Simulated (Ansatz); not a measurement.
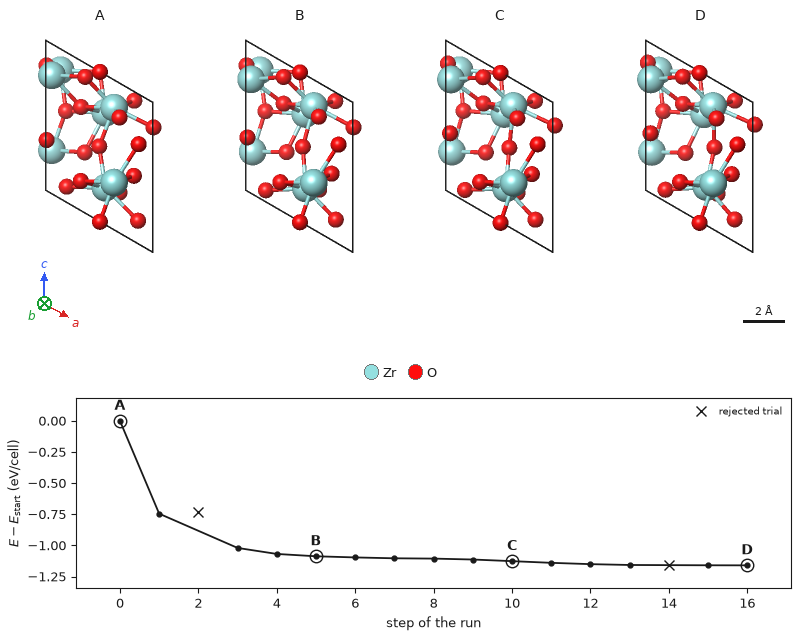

Frames of a relaxation of a defect cell of composition Zr₇O₁₆, marked on the history of the run. Style: ball-and-stick. Shown: the cell of the calculation (origin shifted), along the b axis.

The calculation used Ansatz 0.2.0, DFT PBEsol, scalar-relativistic, plane waves, PAW. Set-up: plane-wave cutoff 420 eV; k-point mesh 2 × 2 × 2; occupations gaussian; smearing width 0.02 eV; mesh shifted by (0.5, 0.5, 0.5); collinear spin; atoms relaxed in a fixed cell; force threshold 0.03 eV/Å; at most 40 steps.

> What happens along the run?

An O atom moves most: 0.79 Å along [3 2 1]. Largest moves by element: O 0.79 Å, Zr 0.21 Å. The cell doesn't change. Near-neighbour distances that change, for instance: Zr–Zr 3.414 → 3.614 Å, O–Zr 2.269 → 2.075 Å, O–Zr 2.268 → 2.099 Å, O–Zr 2.152 → 2.310 Å. Among the angles between lasting bonds that change: Zr–O–Zr 131.3° → 139.2°, Zr–O–Zr 99.3° → 107.1°, Zr–O–Zr 105.9° → 99.4°. After 14 accepted moves (16 points after the start) the energy has fallen by 1.160 eV per cell of the calculation. Largest force component: 1.3 eV/Å at the start, 0.02 eV/Å at the end. The line search rejected the trial steps at points 2, 14 of the run. From step 0 to 5: an O atom moves most (0.27 Å), energy −1.087 eV per cell of the calculation. From step 5 to 10: an O atom moves most (0.38 Å), energy −39.1 meV per cell of the calculation. From step 10 to 16: an O atom moves most (0.30 Å), energy −33.7 meV per cell of the calculation.

```json
{"step": "0", "E − E(0), meV/atom": "0.00", "largest force component, eV/Å": "1.2793", "note": ""}
{"step": "1", "E − E(0), meV/atom": "-32.40", "largest force component, eV/Å": "0.9799", "note": ""}
{"step": "2", "E − E(0), meV/atom": "-31.69", "largest force component, eV/Å": "1.6589", "note": "rejected"}
{"step": "3", "E − E(0), meV/atom": "-44.35", "largest force component, eV/Å": "0.5027", "note": ""}
{"step": "4", "E − E(0), meV/atom": "-46.45", "largest force component, eV/Å": "0.2622", "note": ""}
{"step": "5", "E − E(0), meV/atom": "-47.26", "largest force component, eV/Å": "0.1028", "note": ""}
{"step": "6", "E − E(0), meV/atom": "-47.66", "largest force component, eV/Å": "0.1402", "note": ""}
{"step": "7", "E − E(0), meV/atom": "-47.97", "largest force component, eV/Å": "0.0575", "note": ""}
{"step": "8", "E − E(0), meV/atom": "-48.07", "largest force component, eV/Å": "0.1190", "note": ""}
{"step": "9", "E − E(0), meV/atom": "-48.39", "largest force component, eV/Å": "0.0753", "note": ""}
{"step": "10", "E − E(0), meV/atom": "-48.96", "largest force component, eV/Å": "0.1362", "note": ""}
{"step": "11", "E − E(0), meV/atom": "-49.55", "largest force component, eV/Å": "0.2200", "note": ""}
{"step": "12", "E − E(0), meV/atom": "-50.00", "largest force component, eV/Å": "0.1598", "note": ""}
{"step": "13", "E − E(0), meV/atom": "-50.30", "largest force component, eV/Å": "0.0702", "note": ""}
{"step": "14", "E − E(0), meV/atom": "-50.27", "largest force component, eV/Å": "0.1247", "note": "rejected"}
{"step": "15", "E − E(0), meV/atom": "-50.40", "largest force component, eV/Å": "0.0379", "note": ""}
{"step": "16", "E − E(0), meV/atom": "-50.43", "largest force component, eV/Å": "0.0205", "note": ""}
```

Limits of the set-up: the k-point mesh is coarse for a cell with partly filled bands; the periodic images lie only 6.7 Å apart, so the values are limited by the cell's size.
